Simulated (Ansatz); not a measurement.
Molecular dynamics of MoS₂ (part 2 of 2)

Continued. System: MoS₂ (3 atoms in the cell). Method: DFT, PBEsol, plane waves, PAW, no spin polarisation (Ansatz 0.2.0); cutoff 420 eV, 6×6×6 k-mesh, Fermi–Dirac smearing of 0.039 eV. The structure was built on a prototype by a generator. The geometry comes from this level: r2scan-rvv10. It belongs to a series of runs on one base structure; here: NVT, Nosé–Hoover thermostat at 450 K.

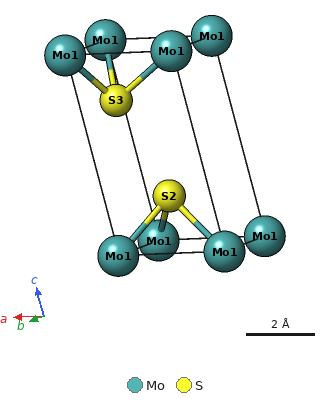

Figure 1. The geometry at step 11 of the log (ball-and-stick view of the reduced cell, seen at an oblique angle; atoms are numbered from 1 in the order of the input).

**File md.tsv**
```
# step	time_fs	lagrangian_ev	e_kin_ev	conserved_ev	temperature_k	n_scf	instantaneous_pressure_gpa	pulay_correction_pressure_gpa	volume_ang3	basis_selection	selection_volumetric_strain	selection_max_deviatoric_strain	pulay_correction_read	pulay_correction_kernel_widenings	a_ang	b_ang	c_ang	alpha_deg	beta_deg	gamma_deg	quantum_kinetic_energy_ev	gyration_radius_ang	target_temperature_k	e_deformation_potential
0	0.000000	-6.6701568804e3	1.1633399904e-1	-6.6700405464e3	450.0000	9	nan	nan	nan	nan	nan	nan	nan	nan	nan	nan	nan	nan	nan	nan	nan	nan	nan	0.0000000000e0
1	1.500000	-6.6701550930e3	1.1455560859e-1	-6.6700405375e3	443.1209	8	nan	nan	nan	nan	nan	nan	nan	nan	nan	nan	nan	nan	nan	nan	nan	nan	nan	0.0000000000e0
2	3.000000	-6.6701508766e3	1.1035577825e-1	-6.6700405219e3	426.8752	8	nan	nan	nan	nan	nan	nan	nan	nan	nan	nan	nan	nan	nan	nan	nan	nan	nan	0.0000000000e0
3	4.500000	-6.6701444661e3	1.0397001003e-1	-6.6700405007e3	402.1740	7	nan	nan	nan	nan	nan	nan	nan	nan	nan	nan	nan	nan	nan	nan	nan	nan	nan	0.0000000000e0
4	6.000000	-6.6701361878e3	9.5725440874e-2	-6.6700404750e3	370.2825	7	nan	nan	nan	nan	nan	nan	nan	nan	nan	nan	nan	nan	nan	nan	nan	nan	nan	0.0000000000e0
5	7.500000	-6.6701264404e3	8.6021534021e-2	-6.6700404463e3	332.7462	2	nan	nan	nan	nan	nan	nan	nan	nan	nan	nan	nan	nan	nan	nan	nan	nan	nan	0.0000000000e0
6	9.000000	-6.6701156745e3	7.5308631289e-2	-6.6700404157e3	291.3068	3	nan	nan	nan	nan	nan	nan	nan	nan	nan	nan	nan	nan	nan	nan	nan	nan	nan	0.0000000000e0
7	10.500000	-6.6701043701e3	6.4065723485e-2	-6.6700403846e3	247.8173	2	nan	nan	nan	nan	nan	nan	nan	nan	nan	nan	nan	nan	nan	nan	nan	nan	nan	0.0000000000e0
8	12.000000	-6.6700930156e3	5.2778697475e-2	-6.6700403544e3	204.1571	2	nan	nan	nan	nan	nan	nan	nan	nan	nan	nan	nan	nan	nan	nan	nan	nan	nan	0.0000000000e0
9	13.500000	-6.6700820869e3	4.1919802508e-2	-6.6700403263e3	162.1530	2	nan	nan	nan	nan	nan	nan	nan	nan	nan	nan	nan	nan	nan	nan	nan	nan	nan	0.0000000000e0
10	15.000000	-6.6700720279e3	3.1928952410e-2	-6.6700403013e3	123.5067	7	nan	nan	nan	nan	nan	nan	nan	nan	nan	nan	nan	nan	nan	nan	nan	nan	nan	0.0000000000e0
11	16.500000	-6.6700632343e3	2.3197476992e-2	-6.6700402803e3	89.7318	2	nan	nan	nan	nan	nan	nan	nan	nan	nan	nan	nan	nan	nan	nan	nan	nan	nan	0.0000000000e0
12	18.000000	-6.6700560388e3	1.6054628713e-2	-6.6700402641e3	62.1021	2	nan	nan	nan	nan	nan	nan	nan	nan	nan	nan	nan	nan	nan	nan	nan	nan	nan	0.0000000000e0
13	19.500000	-6.6700507002e3	1.0757173324e-2	-6.6700402530e3	41.6106	2	nan	nan	nan	nan	nan	nan	nan	nan	nan	nan	nan	nan	nan	nan	nan	nan	nan	0.0000000000e0
14	21.000000	-6.6700473953e3	7.4821299432e-3	-6.6700402475e3	28.9422	2	nan	nan	nan	nan	nan	nan	nan	nan	nan	nan	nan	nan	nan	nan	nan	nan	nan	0.0000000000e0
15	22.500000	-6.6700462144e3	6.3225556449e-3	-6.6700402476e3	24.4567	2	nan	nan	nan	nan	nan	nan	nan	nan	nan	nan	nan	nan	nan	nan	nan	nan	nan	0.0000000000e0
16	24.000000	-6.6700471595e3	7.2863228313e-3	-6.6700402531e3	28.1848	2	nan	nan	nan	nan	nan	nan	nan	nan	nan	nan	nan	nan	nan	nan	nan	nan	nan	0.0000000000e0
17	25.500000	-6.6700501464e3	1.0297750538e-2	-6.6700402637e3	39.8335	2	nan	nan	nan	nan	nan	nan	nan	nan	nan	nan	nan	nan	nan	nan	nan	nan	nan	0.0000000000e0
18	27.000000	-6.6700550095e3	1.5201906808e-2	-6.6700402790e3	58.8036	2	nan	nan	nan	nan	nan	nan	nan	nan	nan	nan	nan	nan	nan	nan	nan	nan	nan	0.0000000000e0
19	28.500000	-6.6700615089e3	2.1771356669e-2	-6.6700402982e3	84.2154	2	nan	nan	nan	nan	nan	nan	nan	nan	nan	nan	nan	nan	nan	nan	nan	nan	nan	0.0000000000e0
20	30.000000	-6.6700693410e3	2.9715130165e-2	-6.6700403207e3	114.9433	7	nan	nan	nan	nan	nan	nan	nan	nan	nan	nan	nan	nan	nan	nan	nan	nan	nan	0.0000000000e0
```

**Trajectory as extended XYZ (Å, eV, eV/Å), 20 of the 21 frames kept, from step=0 to step=20**
```
3
Lattice="1.5876 0.9166 6.1939 -1.5876 0.9166 6.1939 0.0000 -1.8332 6.1939" Properties=species:S:1:pos:R:3:forces:R:3 step=0 time_fs=0.0 energy=-6670.15688 temperature=450.0
Mo    0.0000    0.0000   -0.0003    0.0000   0.0000   0.0017
S     0.0000    0.0000    7.7486    0.0000   0.0000  -0.1436
S     0.0000    0.0000    4.6395    0.0000   0.0000   0.1419
3
Lattice="1.5876 0.9166 6.1939 -1.5876 0.9166 6.1939 0.0000 -1.8332 6.1939" Properties=species:S:1:pos:R:3:forces:R:3 step=1 time_fs=1.5 energy=-6670.15509 temperature=443.1
Mo    0.0008    0.0035   -0.0020   -0.0395  -0.1748   0.1275
S     0.0022   -0.0074    7.7530   -0.0115   0.1068  -0.2381
S    -0.0046   -0.0031    4.6403    0.0511   0.0680   0.1106
3
Lattice="1.5876 0.9166 6.1939 -1.5876 0.9166 6.1939 0.0000 -1.8332 6.1939" Properties=species:S:1:pos:R:3:forces:R:3 step=2 time_fs=3.0 energy=-6670.15088 temperature=426.9
Mo    0.0016    0.0070   -0.0037   -0.0796  -0.3458   0.2491
S     0.0044   -0.0147    7.7571   -0.0219   0.2105  -0.3253
S    -0.0091   -0.0062    4.6412    0.1015   0.1352   0.0762
3
Lattice="1.5876 0.9166 6.1939 -1.5876 0.9166 6.1939 0.0000 -1.8332 6.1939" Properties=species:S:1:pos:R:3:forces:R:3 step=3 time_fs=4.5 energy=-6670.14447 temperature=402.2
Mo    0.0023    0.0104   -0.0053   -0.1196  -0.5112   0.3649
S     0.0066   -0.0219    7.7610   -0.0313   0.3103  -0.4043
S    -0.0135   -0.0092    4.6422    0.1510   0.2009   0.0395
3
Lattice="1.5876 0.9166 6.1939 -1.5876 0.9166 6.1939 0.0000 -1.8332 6.1939" Properties=species:S:1:pos:R:3:forces:R:3 step=4 time_fs=6.0 energy=-6670.13619 temperature=370.3
Mo    0.0030    0.0137   -0.0069   -0.1591  -0.6695   0.4731
S     0.0088   -0.0289    7.7647   -0.0399   0.4054  -0.4745
S    -0.0179   -0.0121    4.6431    0.1990   0.2641   0.0014
3
Lattice="1.5876 0.9166 6.1939 -1.5876 0.9166 6.1939 0.0000 -1.8332 6.1939" Properties=species:S:1:pos:R:3:forces:R:3 step=5 time_fs=7.5 energy=-6670.12644 temperature=332.7
Mo    0.0037    0.0168   -0.0083   -0.1974  -0.8190   0.5722
S     0.0109   -0.0356    7.7680   -0.0478   0.4950  -0.5352
S    -0.0221   -0.0147    4.6441    0.2452   0.3240  -0.0370
3
Lattice="1.5876 0.9166 6.1939 -1.5876 0.9166 6.1939 0.0000 -1.8332 6.1939" Properties=species:S:1:pos:R:3:forces:R:3 step=6 time_fs=9.0 energy=-6670.11567 temperature=291.3
Mo    0.0044    0.0198   -0.0096   -0.2339  -0.9584   0.6610
S     0.0131   -0.0420    7.7710   -0.0552   0.5787  -0.5863
S    -0.0261   -0.0172    4.6451    0.2891   0.3797  -0.0747
3
Lattice="1.5876 0.9166 6.1939 -1.5876 0.9166 6.1939 0.0000 -1.8332 6.1939" Properties=species:S:1:pos:R:3:forces:R:3 step=7 time_fs=10.5 energy=-6670.10437 temperature=247.8
Mo    0.0050    0.0225   -0.0108   -0.2681  -1.0866   0.7383
S     0.0151   -0.0479    7.7736   -0.0624   0.6561  -0.6276
S    -0.0300   -0.0194    4.6460    0.3305   0.4305  -0.1107
3
Lattice="1.5876 0.9166 6.1939 -1.5876 0.9166 6.1939 0.0000 -1.8332 6.1939" Properties=species:S:1:pos:R:3:forces:R:3 step=8 time_fs=12.0 energy=-6670.09302 temperature=204.2
Mo    0.0055    0.0250   -0.0118   -0.2995  -1.2024   0.8033
S     0.0172   -0.0535    7.7757   -0.0695   0.7269  -0.6594
S    -0.0336   -0.0213    4.6468    0.3690   0.4755  -0.1439
3
Lattice="1.5876 0.9166 6.1939 -1.5876 0.9166 6.1939 0.0000 -1.8332 6.1939" Properties=species:S:1:pos:R:3:forces:R:3 step=9 time_fs=13.5 energy=-6670.08209 temperature=162.2
Mo    0.0060    0.0272   -0.0126   -0.3276  -1.3050   0.8551
S     0.0192   -0.0585    7.7775   -0.0768   0.7908  -0.6816
S    -0.0370   -0.0229    4.6475    0.4044   0.5142  -0.1734
3
Lattice="1.5876 0.9166 6.1939 -1.5876 0.9166 6.1939 0.0000 -1.8332 6.1939" Properties=species:S:1:pos:R:3:forces:R:3 step=11 time_fs=16.5 energy=-6670.06323 temperature=89.7
Mo    0.0067    0.0307   -0.0136   -0.3723  -1.4674   0.9171
S     0.0230   -0.0670    7.7795   -0.0924   0.8970  -0.6992
S    -0.0430   -0.0250    4.6486    0.4647   0.5703  -0.2180
3
Lattice="1.5876 0.9166 6.1939 -1.5876 0.9166 6.1939 0.0000 -1.8332 6.1939" Properties=species:S:1:pos:R:3:forces:R:3 step=12 time_fs=18.0 energy=-6670.05604 temperature=62.1
Mo    0.0069    0.0320   -0.0138   -0.3881  -1.5260   0.9268
S     0.0248   -0.0703    7.7798   -0.1012   0.9391  -0.6952
S    -0.0455   -0.0255    4.6489    0.4893   0.5869  -0.2316
3
Lattice="1.5876 0.9166 6.1939 -1.5876 0.9166 6.1939 0.0000 -1.8332 6.1939" Properties=species:S:1:pos:R:3:forces:R:3 step=13 time_fs=19.5 energy=-6670.05070 temperature=41.6
Mo    0.0070    0.0329   -0.0138   -0.3992  -1.5690   0.9222
S     0.0266   -0.0730    7.7796   -0.1108   0.9735  -0.6833
S    -0.0476   -0.0256    4.6491    0.5099   0.5955  -0.2389
3
Lattice="1.5876 0.9166 6.1939 -1.5876 0.9166 6.1939 0.0000 -1.8332 6.1939" Properties=species:S:1:pos:R:3:forces:R:3 step=14 time_fs=21.0 energy=-6670.04739 temperature=28.9
Mo    0.0071    0.0335   -0.0136   -0.4052  -1.5960   0.9035
S     0.0283   -0.0751    7.7790   -0.1213   1.0000  -0.6639
S    -0.0495   -0.0253    4.6491    0.5266   0.5960  -0.2396
3
Lattice="1.5876 0.9166 6.1939 -1.5876 0.9166 6.1939 0.0000 -1.8332 6.1939" Properties=species:S:1:pos:R:3:forces:R:3 step=15 time_fs=22.5 energy=-6670.04621 temperature=24.5
Mo    0.0070    0.0337   -0.0132   -0.4062  -1.6068   0.8711
S     0.0299   -0.0764    7.7779   -0.1329   1.0184  -0.6374
S    -0.0510   -0.0245    4.6490    0.5391   0.5884  -0.2337
3
Lattice="1.5876 0.9166 6.1939 -1.5876 0.9166 6.1939 0.0000 -1.8332 6.1939" Properties=species:S:1:pos:R:3:forces:R:3 step=16 time_fs=24.0 energy=-6670.04716 temperature=28.2
Mo    0.0069    0.0336   -0.0126   -0.4018  -1.6013   0.8255
S     0.0314   -0.0771    7.7764   -0.1456   1.0285  -0.6042
S    -0.0521   -0.0234    4.6487    0.5474   0.5729  -0.2213
3
Lattice="1.5876 0.9166 6.1939 -1.5876 0.9166 6.1939 0.0000 -1.8332 6.1939" Properties=species:S:1:pos:R:3:forces:R:3 step=17 time_fs=25.5 energy=-6670.05015 temperature=39.8
Mo    0.0067    0.0331   -0.0118   -0.3921  -1.5796   0.7675
S     0.0328   -0.0771    7.7745   -0.1594   1.0298  -0.5647
S    -0.0528   -0.0219    4.6482    0.5515   0.5497  -0.2028
3
Lattice="1.5876 0.9166 6.1939 -1.5876 0.9166 6.1939 0.0000 -1.8332 6.1939" Properties=species:S:1:pos:R:3:forces:R:3 step=18 time_fs=27.0 energy=-6670.05501 temperature=58.8
Mo    0.0064    0.0322   -0.0108   -0.3771  -1.5415   0.6980
S     0.0341   -0.0764    7.7722   -0.1744   1.0222  -0.5193
S    -0.0532   -0.0200    4.6476    0.5515   0.5193  -0.1787
3
Lattice="1.5876 0.9166 6.1939 -1.5876 0.9166 6.1939 0.0000 -1.8332 6.1939" Properties=species:S:1:pos:R:3:forces:R:3 step=19 time_fs=28.5 energy=-6670.06151 temperature=84.2
Mo    0.0060    0.0310   -0.0097   -0.3568  -1.4874   0.6179
S     0.0353   -0.0750    7.7695   -0.1905   1.0053  -0.4683
S    -0.0532   -0.0178    4.6469    0.5474   0.4820  -0.1497
3
Lattice="1.5876 0.9166 6.1939 -1.5876 0.9166 6.1939 0.0000 -1.8332 6.1939" Properties=species:S:1:pos:R:3:forces:R:3 step=20 time_fs=30.0 energy=-6670.06934 temperature=114.9
Mo    0.0055    0.0294   -0.0084   -0.3314  -1.4174   0.5285
S     0.0364   -0.0729    7.7665   -0.2077   0.9788  -0.4120
S    -0.0528   -0.0152    4.6461    0.5391   0.4386  -0.1165
```

The run was set up as follows.

**The input**
```yaml
crystal:
  lattice:
    - [1.5875907325, 0.9165959368, 6.1939396414]
    - [-1.5875907325, 0.9165959368, 6.1939396414]
    - [0.0, -1.8331918736, 6.1939396414]
  atoms:
    - { symbol: Mo, position: [-1.46007e-05, -1.46007e-05, -1.46007e-05] }
    - { symbol: S, position: [0.4170015116, 0.4170015116, 0.4170015116] }
    - { symbol: S, position: [0.2496797557, 0.2496797557, 0.2496797557] }
kpoints:
  mp_grid: { grid: [6, 6, 6] }
hamiltonian:
  xc: pbesol
scf:
  occupations: { method: fermi_dirac, width: 0.039 }
md:
  ensemble: nvt_nose_hoover
  temperature: 450
  timestep: 1.5
  n_steps: 20
  initial_velocities: maxwell_boltzmann
  seed: 5093
```

Launched with:
```bash
ansatz run input.yaml --threads 4 --pin off --max-ram 3686MiB --backend cpu --events-out ev --progress --plain --runs-dir out
```

**Key numbers**

| quantity | value |
| --- | --- |
| outcome | finished |
| mean temperature over the second half | 63 K |
| trajectory | 20 steps, 30 fs |
| ensemble | nvt_nose_hoover |
| temperature in the input | 450 K |
| time step | 1.5 fs |
| space group of the start (tolerance 0.01 Å) | R3m (160) |
| electrons treated | 26 |
| potential energy (free energy of the electrons) (last step) | −6670.0693 eV |
| Fermi energy (last step) | 11.080 eV |
| largest force (length of the vector) (last step) | 1.549 eV/Å |
| hardware | 4 threads of Arm Neoverse V2, 112 GiB of memory available, shared host |
| wall time | 27 s (CPU time 1.8 min) |
| peak memory | 0.49 GiB |

**Remarks**

So short a trajectory is not equilibrated. The temperature stays far from the 450 K of the thermostat over the second half: the run isn't equilibrated.
